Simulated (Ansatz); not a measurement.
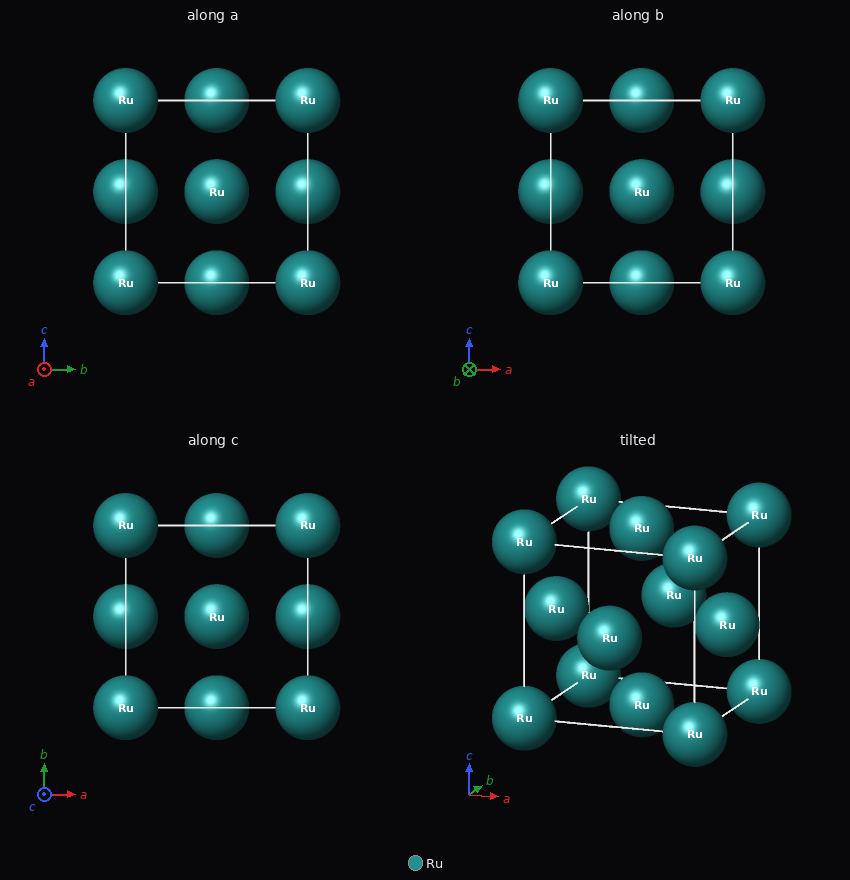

The figure gives a spheres-only picture of the atoms, viewed along the a axis, along the b axis, along the c axis and slightly off an axis. The lines enclose the conventional unit cell; boundary atoms appear with their images.

Lattice parameters: a = 3.7587 Å, b = 3.7587 Å, c = 3.7587 Å, α = 90.000°, β = 90.000°, γ = 90.000°.

Express the structure as a CIF with its space group and independent sites.

```cif
data_structure
_symmetry_space_group_name_H-M 'F m -3 m'
_symmetry_Int_Tables_number 225
_cell_length_a 3.7587
_cell_length_b 3.7587
_cell_length_c 3.7587
_cell_angle_alpha 90.000
_cell_angle_beta 90.000
_cell_angle_gamma 90.000
_cell_volume 53.10
loop_
_atom_site_label
_atom_site_type_symbol
_atom_site_symmetry_multiplicity
_atom_site_Wyckoff_symbol
_atom_site_fract_x
_atom_site_fract_y
_atom_site_fract_z
_atom_site_occupancy
Ru1 Ru 4 a 0.0000 0.0000 0.0000 1
```

It goes back to a structure type filled with this element by a generator (whether the element takes this form wasn't checked). The cell was then strained or its atoms displaced on purpose. It went into a calculation with Ansatz.

At this level of theory the cell isn't at rest (compressed, at 7 GPa), so its distances can differ from those at equilibrium, the more so the softer the solid.
